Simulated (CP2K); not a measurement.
# A series of single points on Pt

System: Pt (Im-3m, 1 atom in the cell).
Method: Kohn-Sham DFT of a periodic cell, PBE, GTH-PBE with UZH-TZVP basis, no spin polarisation (CP2K 2026.2).

The 6 runs differ only in the geometry, by an even scaling of the cell at fixed fractional positions. The structure derives from a Materials Project entry.

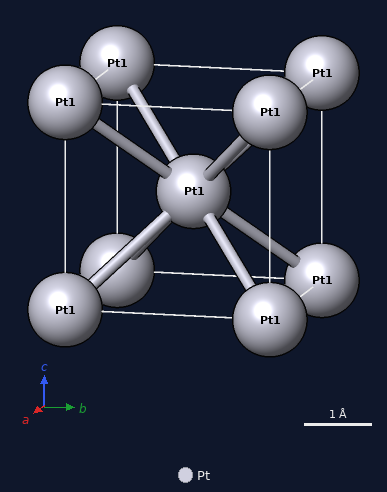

Figure 1. The structure of run 4 (ball-and-stick view of the cell 2 times as large as that of the calculation, set on its symmetry axes, seen slightly off an axis; atoms are numbered from 1 in the order of the input).

**Input of run 4**
```
&GLOBAL
  PROJECT pt_eos
  RUN_TYPE ENERGY_FORCE
  PRINT_LEVEL LOW
&END GLOBAL
&FORCE_EVAL
  METHOD QS
  STRESS_TENSOR ANALYTICAL
  &DFT
    BASIS_SET_FILE_NAME BASIS_MOLOPT_UZH
    POTENTIAL_FILE_NAME POTENTIAL_UZH
    WFN_RESTART_FILE_NAME previous-RESTART.kp
    &MGRID
      CUTOFF 450
      REL_CUTOFF 60
      NGRIDS 4
    &END MGRID
    &QS
      METHOD GPW
      EPS_DEFAULT 1.0E-10
    &END QS
    &KPOINTS
      SCHEME MONKHORST-PACK 12 12 12
      GAMMA_CENTERED T
      SYMMETRY T
      SYMMETRY_BACKEND SPGLIB
    &END KPOINTS
    &SCF
      SCF_GUESS RESTART
      EPS_SCF 1.0E-6
      MAX_SCF 100
      ADDED_MOS 11
      CHOLESKY OFF
      EPS_EIGVAL 1.0E-7
      &DIAGONALIZATION ON
        ALGORITHM STANDARD
      &END DIAGONALIZATION
      &MIXING ON
        METHOD BROYDEN_MIXING
        ALPHA 0.4
        BETA 1.5
        NBUFFER 8
      &END MIXING
      &SMEAR ON
        METHOD FERMI_DIRAC
        ELECTRONIC_TEMPERATURE [K] 580.226
      &END SMEAR
    &END SCF
    &XC
      &XC_FUNCTIONAL
        &GGA_X_PBE
        &END GGA_X_PBE
        &GGA_C_PBE
        &END GGA_C_PBE
      &END XC_FUNCTIONAL
    &END XC
    &PRINT
      &KPOINTS ON
      &END KPOINTS
      &MULLIKEN ON
      &END MULLIKEN
      &MO ON
        ENERGIES T
        OCCUPATION_NUMBERS T
        &EACH
          QS_SCF 0
        &END EACH
        ADD_LAST NUMERIC
      &END MO
    &END PRINT
  &END DFT
  &SUBSYS
    &CELL
      A 2.7621219112 0.0000000000 0.0000000000
      B -0.9207073038 2.6041535118 0.0000000000
      C -0.9207073038 -1.3020767559 2.2552630966
      PERIODIC XYZ
    &END CELL
    &COORD
      SCALED
      Pt  0.0000000000 0.0000000000 0.0000000000
    &END COORD
    &KIND Pt
      BASIS_SET TZVP-MOLOPT-PBE-GTH-q18
      POTENTIAL GTH-PBE-q18
    &END KIND
    &PRINT
      &ATOMIC_COORDINATES ON
      &END ATOMIC_COORDINATES
      &CELL ON
      &END CELL
    &END PRINT
  &END SUBSYS
  &PRINT
    &FORCES ON
    &END FORCES
    &STRESS_TENSOR ON
    &END STRESS_TENSOR
  &END PRINT
&END FORCE_EVAL
```

Command:
```bash
OMP_NUM_THREADS=1 cp2k.psmp -i pt_eos.inp -o pt_eos.out
```

Run 5 differs from it as follows:
```diff
-      A 2.7621219112 0.0000000000 0.0000000000
-      B -0.9207073038 2.6041535118 0.0000000000
-      C -0.9207073038 -1.3020767559 2.2552630966
+      A 2.7800582703 0.0000000000 0.0000000000
+      B -0.9266860901 2.6210640734 0.0000000000
+      C -0.9266860901 -1.3105320366 2.2699080725
```

**Results, with one run withheld**

| run | volume per atom (Å³) | free energy per atom, from the lowest run given (meV) | pressure (GPa) |
| --- | --- | --- | --- |
| 1 | 14.950 | 37.79 | 15.87 |
| 2 | 15.268 | 12.85 | 9.39 |
| 3 | 15.586 | 0.00 | 3.67 |
| 4 | 16.222 | 5.00 | −5.79 |
| 5 | 16.540 | ? | ? |
| 6 | 16.858 | 43.07 | −13.07 |

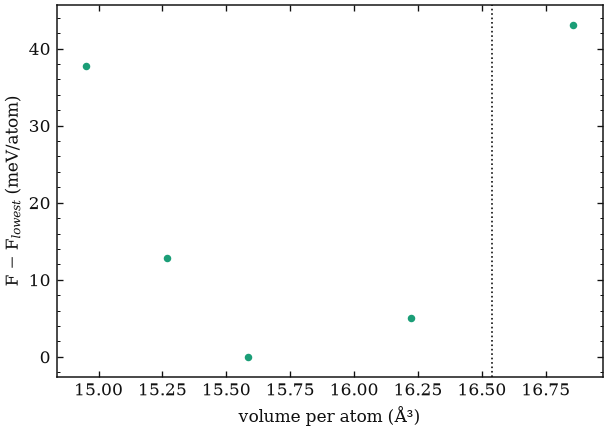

Figure 2. Free energy per atom of the runs given; the dotted line marks run 5.

What should run 5 give?

A cubic polynomial in V^(−2/3) (the Birch–Murnaghan form), fitted to the 5 runs given, misses them by at most 0.01 meV per atom. With x = V^(−2/3) − 0.15914 Å⁻², it reads F = −2.3796 + 896.74 x + 1.0773e+06 x² + 4.6704e+06 x³ (meV per atom). At run 5 it gives 20.42 meV per atom, and the run itself gives 20.42. The slope of the fit gives a pressure −dF/dV of −9.67 GPa there, and the run prints −9.67 GPa. The fit has its minimum at 15.814 Å³ per atom, where V d²F/dV² gives 243 GPa: the bulk modulus at this level, since symmetry fixes the shape and the positions.

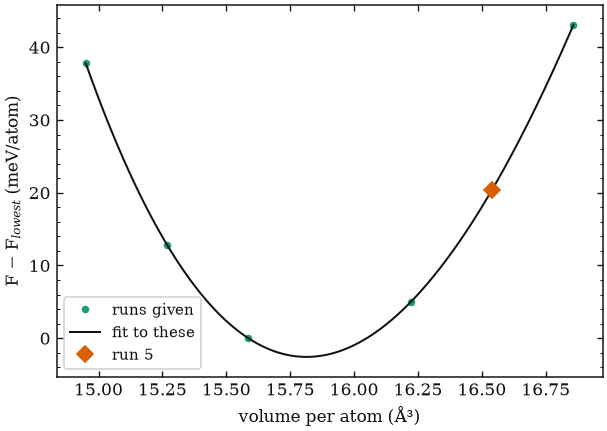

Figure 3. The fit and the withheld run.

**Some lines of the output (run 5)**
```
[...]
 CELL| Volume [angstrom^3]:                                            16.540164
 CELL_REF| Volume [angstrom^3]:                                        16.540164
                        Smear method:                                FERMI_DIRAC
  Step     Update method      Time    Convergence         Total energy    Change
  Fermi energy:                                                 0.50568145575485
  Total energy:                                              -120.20404312716687
  Total energy (extrapolated to T->0):                       -120.20391926984837
 MO| E(Fermi):            0.505681 a.u.         13.760292 eV
```

Notes: Spin–orbit coupling is left out, which matters for Pt.
